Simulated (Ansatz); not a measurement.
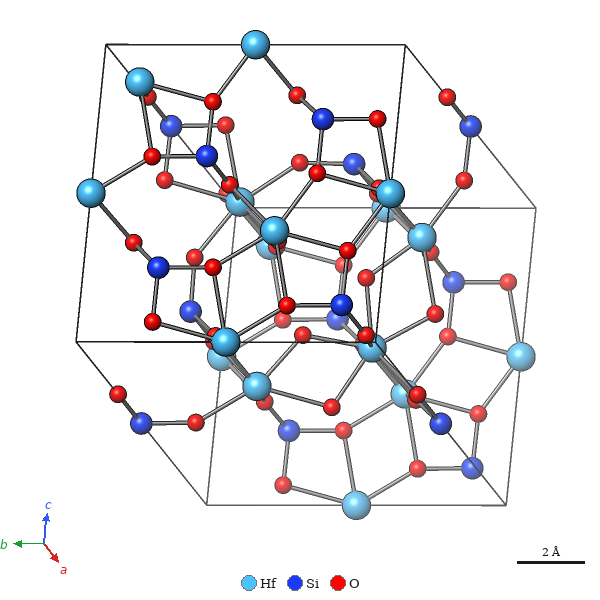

Crystal structure, ball-and-stick style, seen from a general direction. The edges of the supercell are marked. The host is HfSiO4, in a cell of 48 sites, and the cell carries a charge of -1.

Where does the cell differ from the host, and how?

Answer. A silicon vacancy. Around the empty site lie four O at about 1.8 Å.

Computational set-up: Ansatz, DFT PBE, scalar-relativistic, plane waves, PAW, a 420 eV plane-wave basis, a 2×2×2 k-point grid, Gaussian smearing of 0.01 eV, collinear spins.

Does the calculation give a net moment?

Answer. Yes, 3.0 μB in the cell.

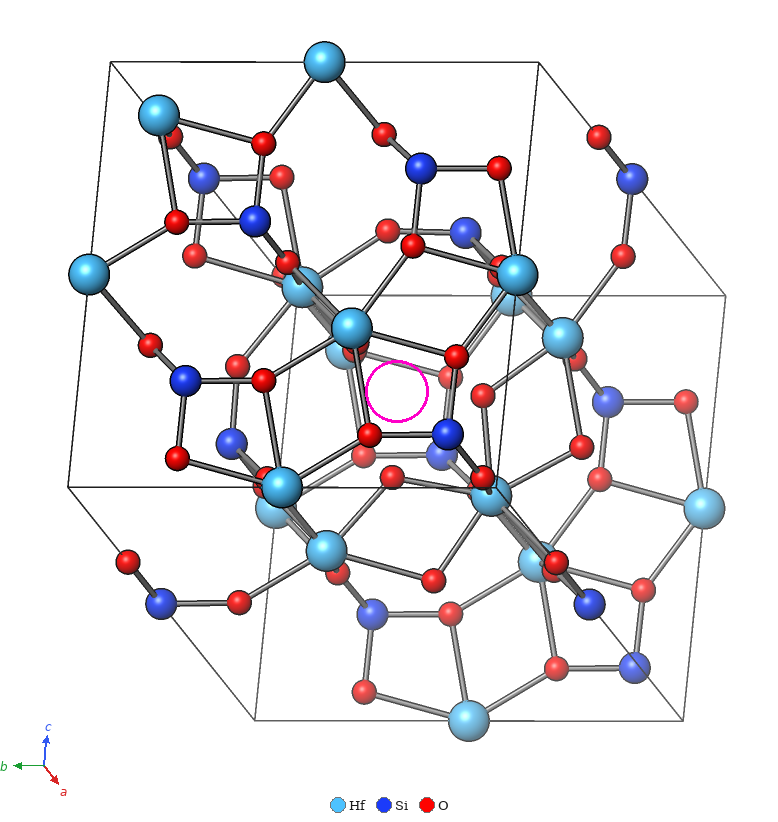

The same cell with a ring at the defect's site.

The atoms were relaxed in the host's cell with DFT PBE, scalar-relativistic, plane waves, PAW in Ansatz 0.2.0.
